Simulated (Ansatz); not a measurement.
This input was run:

```
crystal:
  lattice:
    - [-1.6073666674, 1.6073666674, 3.9010319216]
    - [1.6073666674, -1.6073666674, 3.9010319216]
    - [1.6073666674, 1.6073666674, -3.9010319216]
  atoms:
    - { symbol: Si, position: [0.33498984, 0.33498984, 0.0] }
    - { symbol: Si, position: [0.66501016, 0.66501016, 0.0] }
    - { symbol: W, position: [0.0, 0.0, 0.0] }
kpoints:
  mp_grid: { grid: [18, 18, 18] }
  band_path:
    path:
      - [0.0, 0.0, 0.0]
      - [0.0, 0.0, 0.5]
      - [0.25, 0.25, 0.25]
      - [0.0, 0.5, 0.0]
      - [0.0, 0.0, 0.0]
      - [0.5, 0.5, -0.5]
      - [0.2924434733, 0.7075565267, -0.2924434733]
      - [-0.2924434733, 0.2924434733, 0.2924434733]
      - [0.0, 0.0, 0.0]
    npoints: 8
scf:
  occupations: { method: fermi_dirac, width: 0.05 }
hamiltonian:
  xc: pbesol
  pseudopotentials: { kind: all_electron, lapw: { basis_error: 0.001 } }
output:
  forces: true
  stress: true
  eigenvalues: true
  populations: true
  dos: { projected: true, de: 0.2, e_range: [-14, 8] }
```

Launched with:
```bash
ansatz run input.yaml --threads 1 --pin off --max-ram 3072MiB --backend cpu --events-out ev --progress --plain --runs-dir out
```

What does the calculation give for the electronic structure? The path is Γ–X–P–N–Γ–M–S–S0–Γ.

A metal: 2 bands cross the Fermi level along this path. Bands cross the Fermi level on Γ–X, N–Γ, Γ–M, M–S and S0–Γ, and not on X–P, P–N and S–S0. At S0 the nearest levels lie 0.33 eV below and 1.80 eV above the Fermi level. The density of states at the Fermi level is about 0.25 per eV and cell (mean within 0.25 eV), or 0.084 per atom.

Spin-orbit coupling is left out, which matters for W.

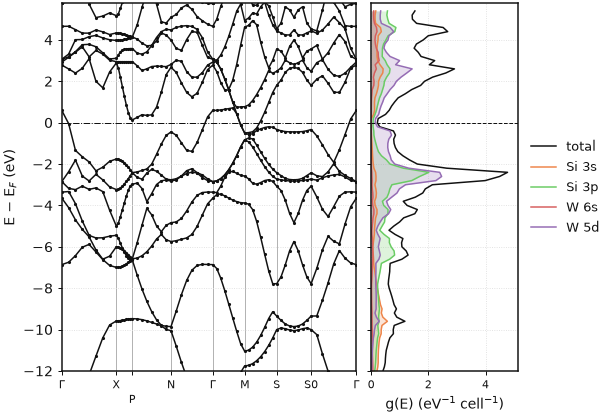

Band structure and density of states. Energies are counted from the Fermi level. The path runs straight from each named point to the next. The partial curves are projected on atomic shells.
